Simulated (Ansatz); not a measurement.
# Al: single-point calculation

- system: Al (8 atoms in the cell)
- method: DFT PBEsol, scalar-relativistic, plane waves, PAW, no spin polarisation (Ansatz 0.2.0)

The structure derives from a Materials Project entry. It belongs to a series of runs on one base structure; here: the relaxed cell repeated 4 times.

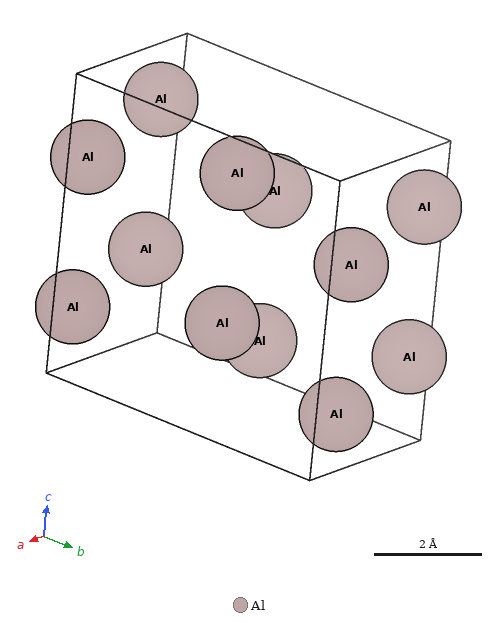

**Figure 1.** The structure as given in the input (spheres-only view of the cell of the calculation, seen slightly off an axis). An atom can appear more than once, as a periodic image.

### Key numbers

| quantity | value |
| --- | --- |
| outcome | converged |
| space group (tolerance 0.01 Å) | P6₃/mmc (194) |
| electrons treated | 24 |
| free energy | −4196.1386 eV |
| Fermi energy | 8.000 eV |
| gap on the k-point mesh | none (metallic) |
| pressure | 0.02 GPa |
| largest force (length of the vector) | under 0.001 eV/Å |
| hardware | 2 threads of AMD EPYC (Zen 3), 189 GiB of memory available, shared host |
| wall time | 72 s (CPU time 2.3 min) |
| peak memory | 1 GiB |

### Input
```yaml
crystal:
  lattice:
    - [2.8500701807, 0.0, 4.6373162797]
    - [2.8500701807, 0.0, -4.6373162797]
    - [-2.8500701806, 4.9364663581, 0.0]
  atoms:
    - { symbol: Al, position: [0.7083333333, 0.9583333333, 0.1666666667] }
    - { symbol: Al, position: [0.7083333333, 0.9583333333, 0.6666666667] }
    - { symbol: Al, position: [0.2083333333, 0.4583333333, 0.1666666667] }
    - { symbol: Al, position: [0.2083333333, 0.4583333333, 0.6666666667] }
    - { symbol: Al, position: [0.2916666667, 0.0416666667, 0.3333333333] }
    - { symbol: Al, position: [0.2916666667, 0.0416666667, 0.8333333333] }
    - { symbol: Al, position: [0.7916666667, 0.5416666667, 0.3333333333] }
    - { symbol: Al, position: [0.7916666667, 0.5416666667, 0.8333333333] }
basis:
  ecutwfc: 420
kpoints:
  mp_grid: { grid: [14, 14, 14] }
hamiltonian:
  xc: pbesol
scf:
  occupations: { method: gaussian, width: 0.15 }
output:
  forces: true
  stress: true
  eigenvalues: true
  write_density: true
  write_potential: true
  elf: true
  volumetric_format: npy
```

Run as:
```bash
ansatz run input.yaml --threads 2 --pin off --max-ram 5120MiB --backend cpu --events-out ev --progress --plain --runs-dir out
```

### What the program printed
```
Engine: ansatz 0.2.0, x86_64-unknown-linux-gnu
Pseudopotentials: kind: paw
Pseudopotential: Al, paw, valence charge 3, recommended cutoff 420 eV (normal), Al.paw.azcp
Functional definition: PBEsol
  exchange = pbesol_x
  correlation = pbesol_c
Crystal: 8 atoms, lattice volume = 130.487 Å³
Basis set: ecut = 420 eV, 2551 PW (Γ), exchange–correlation on 80×80×80 points (8 copies of the dense FFT grid, shifted against one another)
Bands: 20, of which v1, the nominal top of the filled ones, is band 12 counted from 1 (11 counted from 0)
Symmetry: 32 space group operations
Space group: P63/mmc (ITA 194), of the structure as read, at distance tolerance 5.1e-5 Å
k-points: 428 of 2744
Non-local potential: Al, projectors of the file, l = 0: 2, l = 1: 2, l = 2: 1
PAW form: soft (Blöchl's): semilocal exchange-correlation on the pseudo side does not see the compensation charge
PAW frozen core: Al, regenerated for the run's functional, and the local potential with it (the file was generated under x = pbe(κ = 0.804, μ = 0.2195149727645171), c = pbe(β = 0.06672455060314922))
PAW one-centre angular grid: Al, 110 points (default); XC on 64 Gauss nodes
Initial density: superposition of atomic densities (neutral atoms: chi_scale 0, normalization atom), corrected by the library's trained network
Initial wavefunctions: pseudopotential atomic-orbital guess
Functional: x = pbesol(κ = 0.804, μ = 0.12345679012345678), c = pbesol(β = 0.046)
SCF iter   1: F=—  HF=-4196.140230 eV  |F-HF|=—  |Δ(HF+E_count)|=         —  Δρ=2.03e-3  dr2=6.40e-3  ethr=1.77e-3  ⟨swp⟩=6.6  Hψ=49136  notcnv=0  defer=5
preconditioner: auto → Kerker (q_TF=auto, 2.057 Å⁻¹)  [metal: Δε(μ)=0.004 eV  Ē_g=6.748 eV  σ=0.150 eV  W_gap=0.02  n_scr=16 (ndim 8)  ℏωp=15.9 eV  f_vac=0.000  D(μ)=3.47/eV (n_scr^D=16)]
SCF iter   2: F=—  HF=-4196.139264 eV  |F-HF|=—  |Δ(HF+E_count)|=   9.66e-4  Δρ=1.22e-3  dr2=2.36e-3  ethr=2.67e-5  ⟨swp⟩=1.2  Hψ=12291  notcnv=0  defer=5
SCF iter   3: F=—  HF=-4196.138505 eV  |F-HF|=—  |Δ(HF+E_count)|=   7.59e-4  Δρ=7.93e-5  dr2=8.95e-6  ethr=9.85e-6  ⟨swp⟩=2.0  Hψ=12879  notcnv=0  defer=5
SCF iter   4: F=—  HF=-4196.138559 eV  |F-HF|=—  |Δ(HF+E_count)|=   5.36e-5  Δρ=2.27e-5  dr2=6.11e-7  ethr=3.73e-8  ⟨swp⟩=2.1  Hψ=13037  notcnv=0  defer=5
iter 5 did not close the SCF: its close was put off for the readings that it lacked (scf_convergence_deferred on its scf_iter line)
SCF iter   5: F=-4196.138559 eV  HF=-4196.138559 eV  |F-HF|=5.57e-9  |Δ(HF+E_count)|=   1.71e-7  Δρ=2.86e-6  dr2=1.20e-8  ethr=2.55e-9  ⟨swp⟩=2.0  Hψ=12632  notcnv=0  defer=5
SCF iter   6: F=-4196.138559 eV  HF=-4196.138559 eV  |F-HF|=2.91e-11  |Δ(HF+E_count)|=   4.86e-9  Δρ=2.80e-7  dr2=8.38e-11  ethr=5.01e-11  ⟨swp⟩=7.9  Hψ=47263  notcnv=0
SCF 1 converged in 6 iterations: F = -4196.138559 eV  dr2 = 8.38e-11
  greatest PAW one-centre occupation: 0.456 electrons in one spin orbital (limit 2), on the Al atom at site 7 (counted from 0), in its partial waves of l = 0
SCF converged after 6 iterations
Free energy (F): -4196.138559 eV
Harris-Foulkes:  -4196.138559 eV  (|F-HF|=2.91e-11)
Internal energy: -4196.099446 eV  (E = F + TS)
E sigma→0 (E₀):  -4196.119003 eV
Entropy (-TS):   -0.039113 eV (-4.889 meV/atom)
Fermi energy:    8.000390 eV
--- Per-component energies (eV) ---
  E_band       = 85.490175
  E_kinetic    = 183.758981
  E_local      = 79.473057  (includes V_loc(G=0)·N_el)
  E_nonlocal   = 83.630167
  E_hartree    = 0.790365
  E_xc         = -315.796715
  E_vxc        = -233.947442  (∫ρ·V_xc dr)
  E_paw        = -3637.750051  (= ΣΔE_a)
  E_vpaw       = -29.005287  (= ΣTr[D̂ρ^β])
  E_aug_tail   = -0.000020  (compensation charges beyond the density's cutoff)
  E_ewald      = -590.358343
  E_core_change = 0.153112  (= ΣΔE_core)
  E_smearing   = -0.039113  (= −TS)
  E_closure    = 0.000000  (closes the sum)
  Σ components = -4196.138559   (vs F -4196.138559, Δ=0.00e0)
--- Forces (eV/Å), atoms counted from 1 ---
  atom   1  Al     0.00000000     0.00046425     0.00000000
  atom   2  Al     0.00000000     0.00046425     0.00000000
  atom   3  Al     0.00000000     0.00046425     0.00000000
  atom   4  Al     0.00000000     0.00046425     0.00000000
  atom   5  Al    -0.00000000    -0.00046425    -0.00000000
  atom   6  Al    -0.00000000    -0.00046425    -0.00000000
  atom   7  Al    -0.00000000    -0.00046425     0.00000000
  atom   8  Al    -0.00000000    -0.00046425    -0.00000000
  max |Σ_I F_I| component: 1.73e-18 eV/Å
--- Stress (GPa, compression-positive) ---
       -0.387302       0.000000       0.000000
        0.000000      -0.275280      -0.000000
        0.000000       0.000000       0.712897
  P = ⅓ Tr σ = 0.0168 GPa (0.168 kbar)
--- Band table (eV; the first three rows and the last of 428) ---
  k-point 0: bands = ["-3.2006", "2.6376", "2.8240", "3.3930", "3.6527", "4.0465", "4.0465", "4.0465", "4.0465", "4.7637", "4.7637", "4.7637", "4.7637", "8.6095", "9.1921", "9.4843", "9.8120", "13.5957", "15.0548", "15.0548"]
  k-point 1: bands = ["-3.1696", "1.9266", "3.4216", "3.5846", "3.6829", "3.8868", "3.8868", "3.8868", "3.8868", "4.9807", "4.9807", "4.9807", "4.9807", "8.1585", "8.6969", "9.9924", "10.3569", "13.6219", "14.2917", "14.2917"]
  k-point 2: bands = ["-3.0768", "1.1833", "3.5075", "3.6198", "3.6198", "3.6198", "3.6198", "3.7736", "4.4705", "5.4193", "5.4193", "5.4193", "5.4193", "7.4911", "8.0422", "10.8306", "11.1655", "13.3019", "13.3019", "13.3019"]
  k-point 427: bands = ["-0.0013", "-0.0013", "-0.0013", "-0.0013", "1.2744", "1.2744", "6.6193", "6.6193", "7.1072", "7.1072", "7.5864", "7.5864", "8.5687", "8.5687", "11.3231", "11.3231", "11.3231", "11.3231", "12.7499", "12.7499"]
```

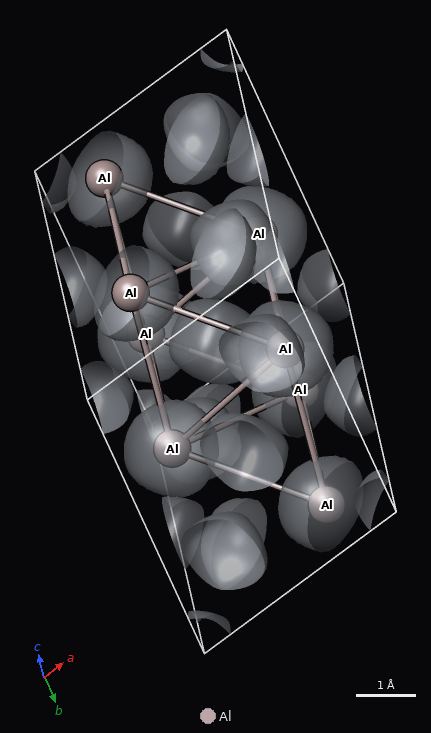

**Figure 2.** Isosurface of the electron localisation function at 0.45 (grey), seen at an oblique angle. Only the valence region is drawn (cores and ρ < 0.01 e/Å³ removed). Sticks mark near contacts. The outline is the calculation cell. The ELF exceeds this value in one network that runs through the whole crystal, counted in one cell of 8 atoms.  Values along the shortest contacts: Al–Al (2.84 Å): the ELF is about 0.60 at the midpoint, which marks metallic bonding. The fields are those of the smooth PAW valence density.

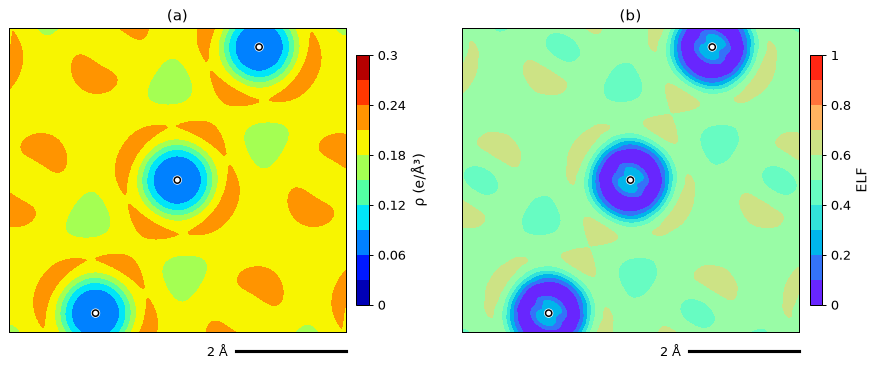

**Figure 3.** (a) valence pseudo-density; (b) ELF on the (001) plane of the calculation cell. Circles mark the nuclei in the plane (Al). Al–Al (2.85 Å): ρ at the midpoint is about 0.2 e/Å³; the ELF peaks at about 0.65 between the atoms. Away from the nuclei the density in this plane falls to 0.17 e/Å³ at its lowest.

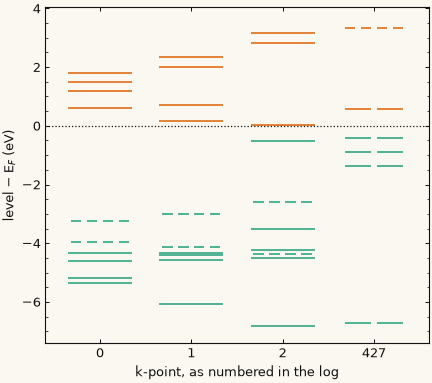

**Figure 4.** Kohn–Sham levels near the Fermi level (dotted) at the few k-points that the log prints; levels within 0.02 eV of each other stand side by side. The system is metallic on the full mesh.
